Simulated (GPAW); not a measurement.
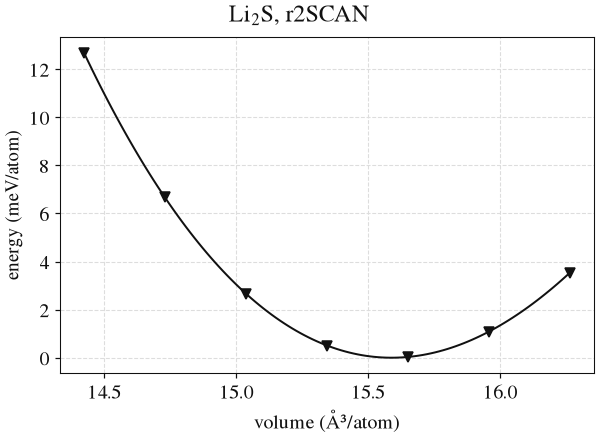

Plotted: energy against volume for Li₂S, space group Fm-3m (No. 225).

Structure:
```
S Li
1.0
     0.00000    2.84450    2.84450
     2.84450    0.00000    2.84450
     2.84450    2.84450    0.00000
S Li
1 2
Direct
  0.00000 0.00000 0.00000
  0.75000 0.75000 0.75000
  0.25000 0.25000 0.25000
```

Method: PAW DFT in plane waves, on a grid or in atomic orbitals, no spin polarisation; energies at scaled volumes of the given cell, shape and fractions fixed, counted from the fit's minimum, third-order Birch-Murnaghan fit (GPAW 26.7.0). Level: r2SCAN.

- k mesh: 8×8×8
- occupations: Fermi–Dirac
- smearing width: 0.05 eV
- potentials: GPAW PAW data sets (gpaw data 1.2.1)
- wave cutoff: 800 eV
- program settings: basis pw

This calculation gives: equilibrium volume 15.59 Å³/atom and bulk modulus 41.3 GPa.

Now Li is replaced by Na on all its sites, which gives Na₂S in the same structure. The second calculation uses k mesh 7×7×7. What happens?

The equilibrium volume rises from 15.59 to 23.15 Å³/atom (+48 %) and the bulk modulus falls from 41.3 to 30.6 GPa (−26 %).

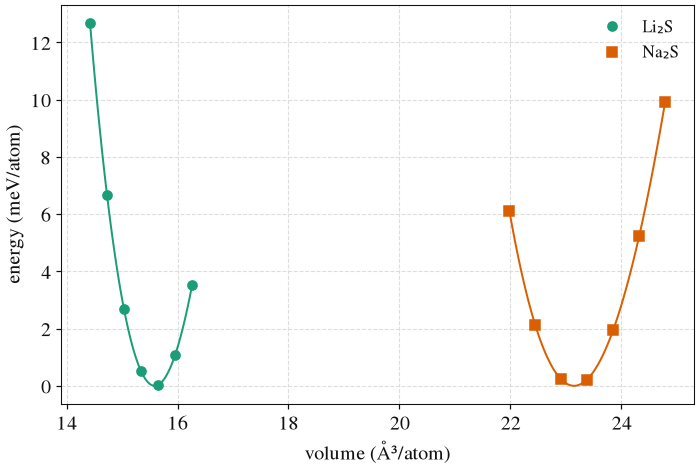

The two results together.

V0 and the bulk modulus come from third-order Birch–Murnaghan fits.
